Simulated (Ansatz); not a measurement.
A series of calculations on MgO

## 1. Relaxation

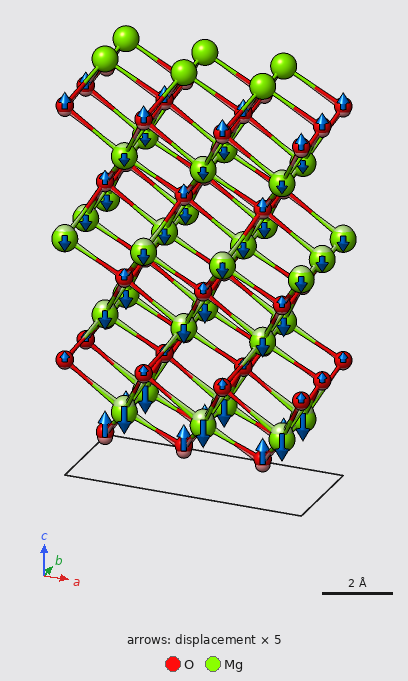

This is a relaxation of a slab of composition MgO (cut from the Fm-3m phase). The starting structure is drawn faded, the final one solid; blue arrows show the displacements, magnified 5 times.

A ball-and-stick model of the 3 × 2 repeat of the cell, outlined in the plane, without the vacuum, seen slightly off an axis.

Case: (1 1 1) slab, atoms relaxed. The slab is the (1 1 1) face of MgO.

All numbers below come from Ansatz 0.2.0, DFT PBE, scalar-relativistic, plane waves, PAW. Settings: plane-wave cutoff 420 eV; k-point mesh 9 × 9 × 1; occupations gaussian; smearing width 0.05 eV; no spin polarisation; dipole correction; atoms relaxed in a fixed cell; force threshold 0.02 eV/Å; at most 60 steps.

### What happened in the run?

The atom that moves furthest relative to the layer's centre is a Mg atom (0.17 Å along the normal (−c)). By element the largest moves are Mg 0.17 Å, O 0.16 Å. The cell stays as it was. Near-neighbour distances that change, for instance: Mg–O 2.127 → 1.958 Å, Mg–O 2.127 → 2.267 Å, Mg–O 2.127 → 2.237 Å, Mg–O 2.127 → 2.029 Å. Among the angles between lasting bonds that change: O–Mg–O 180.0° → 167.5°, Mg–O–Mg 90.0° → 100.3°, O–Mg–O 90.0° → 100.3°. Over 7 geometry steps the energy falls by 0.397 eV per cell of the calculation. The largest force component goes from 1.4 to 0.0085 eV/Å. Cost: 5.8 min on 1 thread of Intel(R) Xeon(R) Processor @ 2.50GHz (Skylake/Cascade Lake) (shared host), peak memory 0.46 GiB.

## 2. Scan

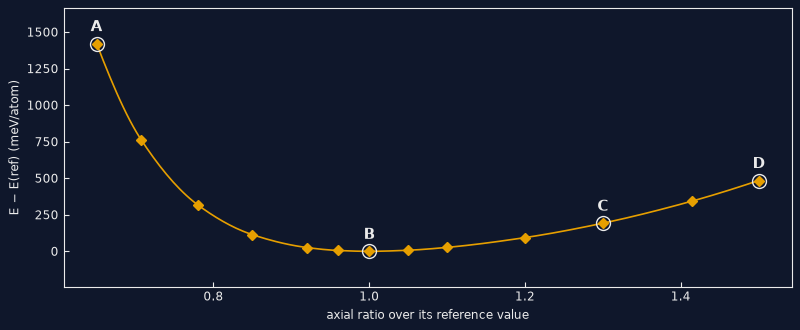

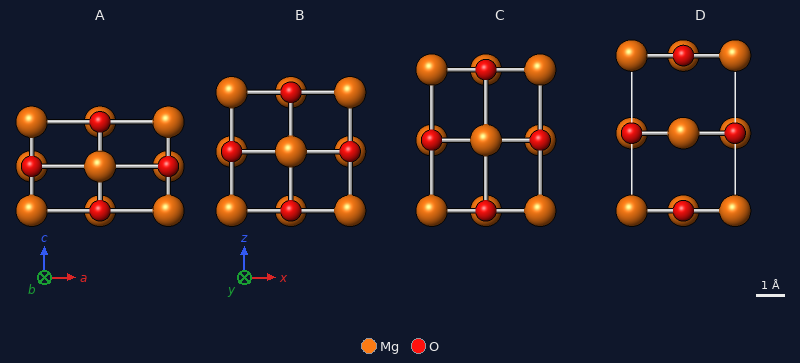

A scan of solid MgO (Fm-3m): the ratio of the cell's length along z to its lengths across, counted as 1 for the reference, is changed at fixed volume (a tetragonal or Bain path), with the atoms kept at their fractional coordinates. x, y and z are the Cartesian axes of the input. The lettered frames are marked on the plot. A ball-and-stick model of the conventional cell (4 times the calculation's cell), seen along the b axis. Lengths and directions refer to the drawn axes.

The calculation used DFT r2SCAN, scalar-relativistic, plane waves, PAW (Ansatz). Settings: plane-wave cutoff 500 eV; k-point mesh 10 × 10 × 10; occupations gaussian; smearing width 0.05 eV; no spin polarisation. Energies (free energies at the smearing named) are counted from the cell as listed in its source, which wasn't relaxed.

What does the scan show?

Answer. Of the computed points the lowest is at the relative ratio 1.00, 0 meV/atom. At the ends of the scan the energy is 1421 meV/atom (0.65) and 485 meV/atom (1.50). The unrelaxed reference is under a pressure of −7.1 GPa. The distortion takes the space group from Fm-3m to I4/mmm. At the relative ratio 1.50 the cell of the drawing goes a 4.270 → 3.730 Å, b 4.270 → 3.730 Å, c 4.270 → 5.596 Å.

The computed points:

| axial ratio over its reference value | E − E(ref) (meV/atom) |
| --- | --- |
| 0.650 | 1421 |
| 0.707 | 765 |
| 0.780 | 317 |
| 0.850 | 114 |
| 0.920 | 26 |
| 0.960 | 6 |
| 1.000 | 0 |
| 1.050 | 7 |
| 1.100 | 27 |
| 1.200 | 94 |
| 1.300 | 193 |
| 1.414 | 343 |
| 1.500 | 485 |

## 3. Scan

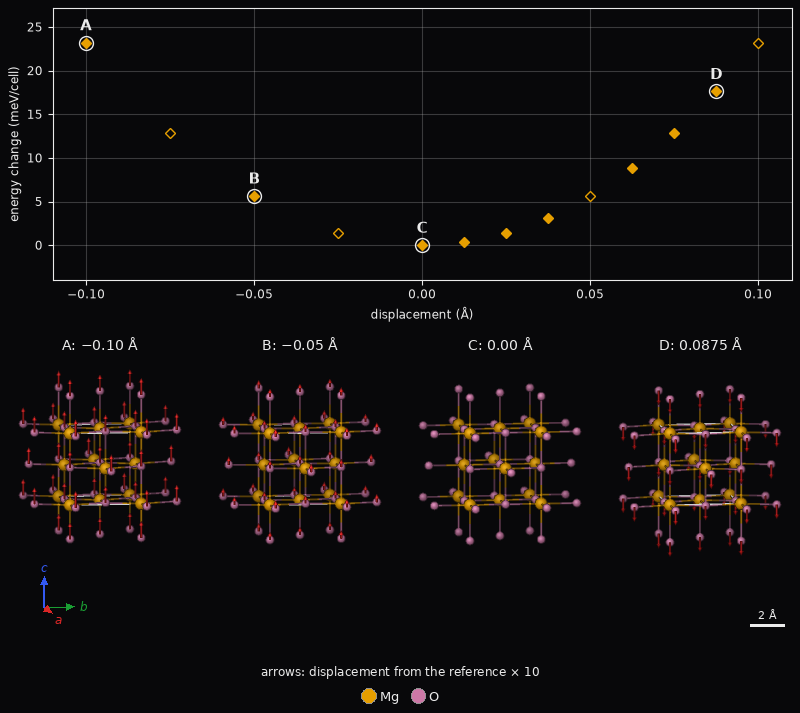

Energy scan for solid MgO (Fm-3m), in which the whole O sublattice is shifted rigidly, towards the nearest copy of atom 1 (Mg) at 2.135 Å, all else fixed. The lettered frames are marked on the plot. Hollow markers are points alike by symmetry, not computed again. Style: ball-and-stick. Shown: the conventional cell (4 times the calculation's cell), along the a axis, with a slight tilt. Red arrows: displacements from the reference. Lengths and directions refer to the drawn axes.

All numbers below come from Ansatz 0.2.0, DFT r2SCAN, scalar-relativistic, plane waves, PAW. (plane-wave cutoff 500 eV; k-point mesh 10 × 10 × 10; occupations gaussian; smearing width 0.05 eV; no spin polarisation). Energies (free energies at the smearing named) are counted from the cell as listed in its source, which wasn't relaxed.

Question: What does the scan show?

Answer: The lowest computed point lies at the displacement 0.00 Å (0.0 meV/cell). The end points stand at 23.2 meV/cell (−0.10 Å) and 23.2 meV/cell (0.10 Å). The curvature at zero is about 4.5 eV/Å² per cell. The well is symmetric. At the highest point the shortest interatomic distance is 2.04 Å, against 2.13 Å in the reference. The distortion takes the space group from Fm-3m to I4mm.
